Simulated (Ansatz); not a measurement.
# Sr3AlN3 (P6_3/m): the gap up the ladder of methods, part 3 of 3

What gap does each level of theory give for Sr3AlN3 (P6_3/m), and in what time?

Ansatz 0.2.0; density functionals, hybrids and G0W0, plane waves, PAW. Known limits of the many-body steps: finite bands, screening cutoff and k mesh; no spin-orbit coupling in G0W0.

So far. Step 11 (G0W0@HSE06, 3×3×4 mesh, 1031 empty bands, screening to …): Over all 9 irreducible mesh points the G0W0 gap is 1.486 eV, direct, at k = Γ. The HSE06 gap of this run on the mesh is 1.336 eV. Other states bound it: the two that bound the G0W0 gap lie 1.380 eV apart in HSE06, so state for state the correction is 1.486 − 1.380 = +0.106 eV, while gap against gap it is 1.486 − 1.336 = +0.150 eV.

In doubt: masses and optical values from hybrid runs of this build are listed as unsure (step 11), which bears on the screening that GW takes from such a start.

## (13) Gap and time by level

Each gap is the least one over the points named; times are wall times on shared hosts, not benchmarks. A G0W0 time includes the run's own self-consistent start. Runs with listed points see these and the mesh alone, so an edge that moves elsewhere is missed. Rows marked * are further runs, not shown as steps, whose inputs differ from the G0W0 step on the same start in the columns given; solver thresholds can differ too.

| level | mesh | files, cutoff | bands summed, screening | points | gap (eV) | valence top | conduction bottom | least direct gap (eV) | time |
| --- | --- | --- | --- | --- | --- | --- | --- | --- | --- |
| LDA | 6×6×4 | soft_1 PAW, 420 eV | - | mesh and listed points | 0.448 | Γ | Γ | 0.448 | 7.6 s |
| PBEsol | 6×6×4 | soft_1 PAW, 420 eV | - | mesh and listed points | 0.452 | Γ | Γ | 0.452 | 13 s |
| PBE | 6×6×4 | soft_1 PAW, 420 eV | - | mesh and path | 0.498 | Γ | Γ | 0.498 | 9.8 s |
| PBE+SOC | 6×6×4 | soft_1 PAW, 420 eV | - | mesh and listed points | 0.495 | Γ | Γ | 0.495 | 11 s |
| r2SCAN | 6×6×4 | soft_1 PAW, 500 eV | - | mesh and listed points | 0.799 | Γ | Γ | 0.799 | 14 s |
| HSE06 | 3×3×4 | soft_1 PAW, 420 eV | - | mesh and listed points | 1.336 | (0.333, 0.333, 0.000) | Γ | 1.380 | 47 s |
| PBE0 | 3×3×4 | soft_1 PAW, 420 eV | - | mesh and listed points | 1.990 | (0.333, 0.333, 0.000) | Γ | 2.039 | 51 s |
| DDH-PBE0 | 3×3×4 | soft_1 PAW, 420 eV | - | mesh and listed points | 1.372 | (0.333, 0.333, 0.000) | Γ | 1.389 | 3.7 min |
| G0W0@PBE* | 3×3×4 | soft_1 PAW, 420 eV | 217, 42 eV | all 9 irreducible mesh points | 0.566 | Γ | Γ | 0.566 | 22 s |
| G0W0@PBE* | 3×3×4 | soft_1 PAW, 420 eV | 527, 84 eV | all 9 irreducible mesh points | 0.788 | Γ | Γ | 0.788 | 38 s |
| G0W0@PBE | 3×3×4 | soft_1 PAW, 420 eV | 1079, 140 eV | all 9 irreducible mesh points | 0.932 | Γ | Γ | 0.932 | 69 s |
| G0W0@PBE* | 3×3×2 | soft_1 PAW, 420 eV | 527, 84 eV | all 6 irreducible mesh points | 0.761 | Γ | Γ | 0.761 | 16 s |
| G0W0@HSE06 | 3×3×4 | soft_1 PAW, 420 eV | 1079, 140 eV | all 9 irreducible mesh points | 1.486 | Γ | Γ | 1.486 | 3.4 min |
| G0W0@LDA | 3×3×4 | soft_1 PAW, 420 eV | 1079, 140 eV | all 9 irreducible mesh points | 1.006 | Γ | Γ | 1.006 | 98 s |

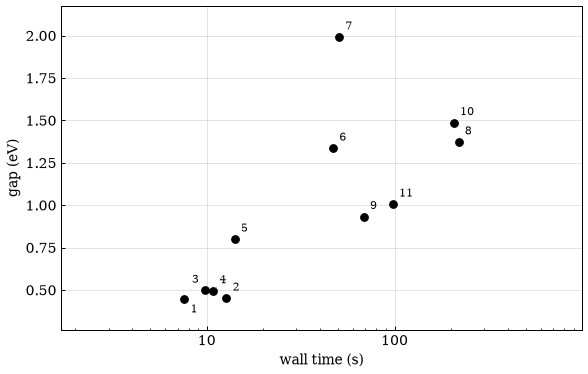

Gap against wall time for the runs shown as steps. Points are numbered: 1 LDA; 2 PBEsol; 3 PBE; 4 PBE+SOC; 5 r2SCAN; 6 HSE06; 7 PBE0; 8 DDH-PBE0; 9 G0W0@PBE (1079 bands, 3×3×4); 10 G0W0@HSE06; 11 G0W0@LDA.

## (14) Summary of results

| Property | Result |
| --- | --- |
| LDA, over mesh and listed points | 0.448 eV |
| PBEsol, over mesh and listed points | 0.452 eV |
| PBE, over mesh and path | 0.498 eV |
| PBE+SOC, over mesh and listed points | 0.495 eV |
| r2SCAN, over mesh and listed points | 0.799 eV |
| HSE06, over mesh and listed points | 1.336 eV |
| PBE0, over mesh and listed points | 1.990 eV |
| DDH-PBE0, over mesh and listed points | 1.372 eV |
| G0W0@PBE (1079 bands, 3×3×4), over all 9 irreducible mesh points | 0.932 eV |
| G0W0@HSE06, over all 9 irreducible mesh points | 1.486 eV |
| G0W0@LDA, over all 9 irreducible mesh points | 1.006 eV |
| known limits | finite bands, screening cutoff and k mesh; no spin-orbit coupling in G0W0 |

The rows run from 0.448 eV (LDA) to 1.990 eV (PBE0). They differ in mesh, plane-wave cutoff, bands and screening cutoff of G0W0 and the points over which the gap was sought as well as in level, so only pairs that share these are like for like. PBEsol against LDA: 0.452 − 0.448 = +0.004 eV, with the same mesh, files and cutoff, and both edges at the same k points. PBE against PBEsol: 0.498 − 0.452 = +0.046 eV, with the same mesh, files and cutoff, and both edges at the same k points. PBE+SOC against PBE: 0.495 − 0.498 = −0.003 eV, with the same mesh, set of files (read in its fully relativistic form for the spin-orbit run) and cutoff, and both edges at the same k points. The spin-orbit run sees mesh and listed points alone, so its gap is an upper bound: the coupling can move an edge off these points, and the change over the zone, its sign included where it is small, is not known. PBE0 against HSE06: 1.990 − 1.336 = +0.654 eV, with the same mesh, files and cutoff, and both edges at the same k points. DDH-PBE0 against PBE0: 1.372 − 1.990 = −0.618 eV, with the same mesh, files and cutoff, and both edges at the same k points. G0W0@HSE06 against G0W0@PBE with 1079 bands: 1.486 − 0.932 = +0.554 eV, with the same mesh, files and cutoffs, and both edges at the same k points. G0W0@LDA against G0W0@HSE06 with 1079 bands: 1.006 − 1.486 = −0.480 eV, with the same mesh, files and cutoffs, and both edges at the same k points. The dielectric-dependent hybrid took 0.149 of exact exchange, against 0.25 in PBE0. G0W0@PBE (1079 bands, 3×3×4) moves the gap of its own start on the mesh by 0.932 − 0.496 = +0.436 eV, between the same two levels. Both edges that PBE shows over mesh and path lie at k points where levels were corrected. Levels at other points were not corrected, so a lower G0W0 gap elsewhere in the zone is not ruled out. G0W0@HSE06 moves the gap of its own start on the mesh by 1.486 − 1.336 = +0.150 eV, with other states at the edges (they lie 1.380 eV apart at the start). Both edges that HSE06 shows over mesh and listed points lie at k points where levels were corrected. G0W0 has the valence top at another k point than that. Levels at other points were not corrected, so a lower G0W0 gap elsewhere in the zone is not ruled out. G0W0@LDA moves the gap of its own start on the mesh by 1.006 − 0.446 = +0.560 eV, between the same two levels. Both edges that LDA shows over mesh and listed points lie at k points where levels were corrected. Levels at other points were not corrected, so a lower G0W0 gap elsewhere in the zone is not ruled out. What spin-orbit coupling does to the G0W0 levels was not computed, so no sum with the G0W0 gap is formed. For G0W0@PBE: from 217 bands and 42 eV to 1079 bands and 140 eV the gap moves by 0.932 − 0.566 = +0.366 eV (rung by rung 0.566, 0.788, 0.932 eV); bands and screening cutoff rise together, so their parts are not told apart. A line in one over the bands through the two highest rungs gives 0.932 + (0.932 − 0.788) × 527 / (1079 − 527) = 1.069 eV, and through the pair below 0.788 + (0.788 − 0.566) × 217 / (527 − 217) = 0.943 eV. The two differ by 0.126 eV, not under the 0.030 eV asked, so the law does not hold well over these rungs and the limit is not known. The other G0W0 rows are shown at one basis each (1079 bands), so their distance from the limit is not known here. With the 3×3×2 mesh in place of the 3×3×4 mesh and all else as in the G0W0@PBE row with 527 bands, the gap differs by 0.761 − 0.788 = −0.027 eV, and that of the start by 0.498 − 0.496 = +0.002 eV. For G0W0@LDA: the program marks 3 of the 72 corrected levels as in doubt (Σc rises), neither edge state among them. The G0W0 runs are scalar-relativistic. G0W0@PBE runs of this series with other atomic data on the same mesh, not shown as steps, give 0.985 eV (hard PAW, 900 eV, 1585 bands, screening to 182 eV); where bands and cutoffs differ too, the part of the files is not isolated.

[Runs of the session that timed out or met a known fault of the program may be left out.]

[Cells called generated may have been cut or substituted from an entry of the Crystallography Open Database or the Materials Project.]

[Hosts, paths, dates, database ids (printed as entryN), source tags and the programs' standing remarks are cut or masked in the printed files.]

[Where an RPA ε∞ is given, it is that of the G0W0 mesh and is not shown converged in it. Names of k-points follow the symmetry that the program found, which can be lower than the space group named. Band edges on a path are those of the sampled points; other points can move an edge, and change direct to indirect where valleys lie close.]

[Hybrid gaps are those of their k-mesh and are not shown converged in it.]
